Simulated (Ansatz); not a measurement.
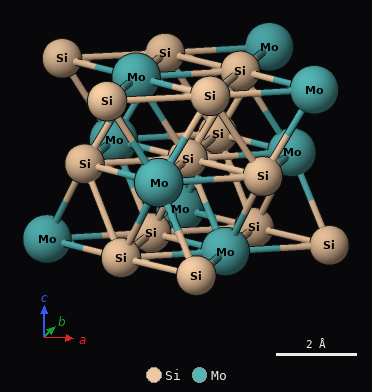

A crystal of Si$_{2}$Mo (built on the Al2Ru-70 type type), before the relaxation. The picture is a ball-and-stick view of the atoms within 4.2 Å of the atom that moves most (axes of the conventional cell (4 times the calculation's cell)), seen slightly off an axis. Lengths and directions refer to the drawn axes.

All numbers below come from DFT, PBEsol, plane waves, PAW (Ansatz).

The input:
```yaml
crystal:
  lattice:
    - [0.0, 3.94807909, 4.34556253]
    - [2.32785324, 0.0, 4.34556253]
    - [2.32785324, 3.94807909, 0.0]
  atoms:
    - { symbol: Si, position: [0.07906103, 0.42093897, 0.07906103] }
    - { symbol: Si, position: [0.42093897, 0.07906103, 0.42093897] }
    - { symbol: Si, position: [0.17093897, 0.82906103, 0.17093897] }
    - { symbol: Si, position: [0.82906103, 0.17093897, 0.82906103] }
    - { symbol: Mo, position: [0.75, 0.75, 0.75] }
    - { symbol: Mo, position: [0.5, 0.5, 0.5] }
kpoints:
  mp_grid: { grid: [6, 6, 6] }
hamiltonian:
  xc: pbesol
scf:
  occupations: { method: fermi_dirac, width: 0.03 }
relax:
  f_tol: 0.01
  cell: {}
  max_steps: 120
output:
  write_density: true
  write_potential: true
  elf: true
  volumetric_format: npy
```

Launched with:
```bash
ansatz run input.yaml --threads 2 --pin off --max-ram 2211MiB --backend cpu --events-out ev --progress --plain --runs-dir out
```

Q: Predict the outcome.

A: The largest moves relative to the cell, 0.054 Å, are those of Si1, Si2, Si3 and Si4. Si1 goes along +b. Mo stays in place. The volume changes by −0.6 %, with a 4.656 → 4.571 Å (−1.8 %), b 7.896 → 7.960 Å (+0.8 %), c 8.691 → 8.726 Å (+0.4 %). Near-neighbour distances that change, for instance: Si1–Si2 2.700 → 2.613 Å, Si1–Mo5 2.598 → 2.673 Å, Si1–Mo5 (another image) 2.691 → 2.633 Å, Si1–Si3 2.569 → 2.540 Å. The space group stays Fddd (No. 70). After 6 accepted moves (7 points after the start) the energy has fallen by 15.7 meV per atom. The largest force component goes from 0.56 to 0.00012 eV/Å. The pressure goes from −1.16 to 0.00 GPa. At 1 point the geometry stayed and the basis and grid were re-selected for the new cell (energy shift of less than 0.05 meV per atom at most each time). Cost: 27 s on 2 threads of Arm Neoverse V2 (shared host), peak memory 0.42 GiB.

Step by step:

| step | E − E(0), meV/atom | largest force component, eV/Å | pressure, GPa | volume, Å³/atom | note |
| --- | --- | --- | --- | --- | --- |
| 0 | 0.00 | 0.5636 | -1.16 | 13.313 |  |
| 1 | -13.53 | 0.2424 | 0.68 | 13.189 |  |
| 2 | -14.59 | 0.1474 | 0.76 | 13.176 |  |
| 3 | -15.68 | 0.0100 | -0.26 | 13.241 |  |
| 4 | -15.72 | 0.0060 | 0.01 | 13.226 |  |
| 5 | -15.73 | 0.0018 | 0.03 | 13.226 |  |
| 6 | -15.74 | 0.0001 | 0.00 | 13.229 |  |
| 7 | -15.72 | 0.0001 | 0.00 | 13.229 | same geometry, new basis |

Final geometry:

```
Si Mo
1.0
     0.00000    3.97985    4.36323
     2.28552    0.00000    4.36323
     2.28552    3.97985    0.00000
Si Mo
4 2
Direct
  0.08588 0.41412 0.08588
  0.41412 0.08588 0.41412
  0.16412 0.83588 0.16412
  0.83588 0.16412 0.83588
  0.75000 0.75000 0.75000
  0.50000 0.50000 0.50000
```

The end point in the same view:

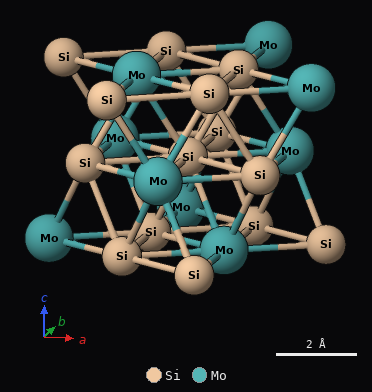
